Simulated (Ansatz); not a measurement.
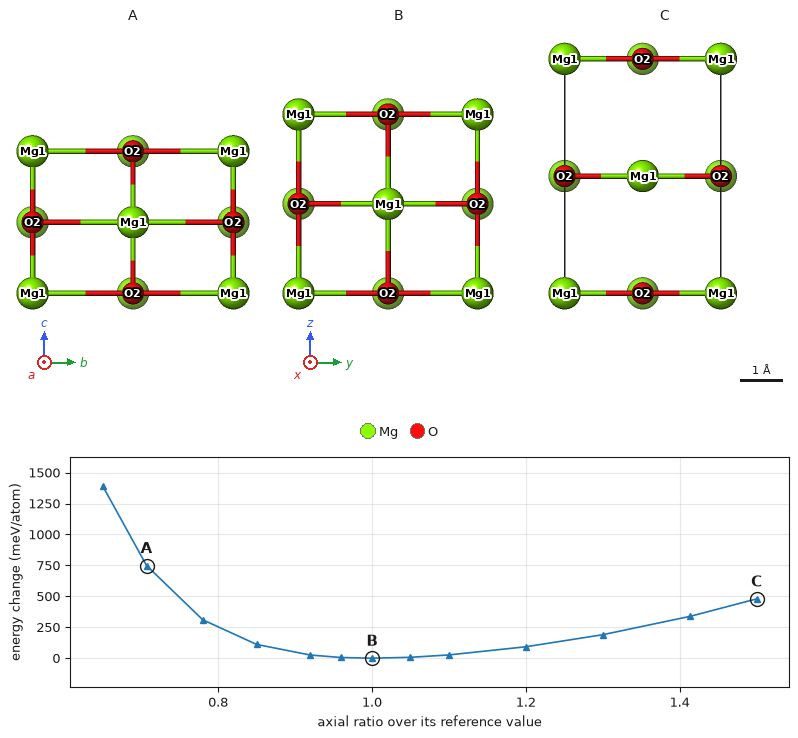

Energy scan for a crystal of MgO (Fm-3m), in which the ratio of the cell's length along z to its lengths across, counted as 1 for the reference, is changed at fixed volume (a tetragonal or Bain path), with the atoms kept at their fractional coordinates. x, y and z are the Cartesian axes of the input. The lettered frames are marked on the plot. A ball-and-stick model of the conventional cell (4 times the calculation's cell), seen along the a axis. Lengths and directions refer to the drawn axes.

All numbers below come from DFT PBEsol, scalar-relativistic, plane waves, PAW (Ansatz 0.2.0). Set-up: plane-wave cutoff 420 eV; k-point mesh 10 × 10 × 10; occupations gaussian; smearing width 0.05 eV; no spin polarisation. Energies (free energies at the smearing named) are counted from the cell as listed in its source, which wasn't relaxed.

Question: Describe the profile.

Answer: The lowest computed point lies at the relative ratio 1.00 (0 meV/atom). At the ends of the scan the energy is 1392 meV/atom (0.65) and 479 meV/atom (1.50). The unrelaxed reference is under a pressure of −5.8 GPa. The distortion takes the space group from Fm-3m to I4/mmm. At the relative ratio 1.50 the cell of the drawing goes a 4.270 → 3.730 Å, b 4.270 → 3.730 Å, c 4.270 → 5.596 Å.
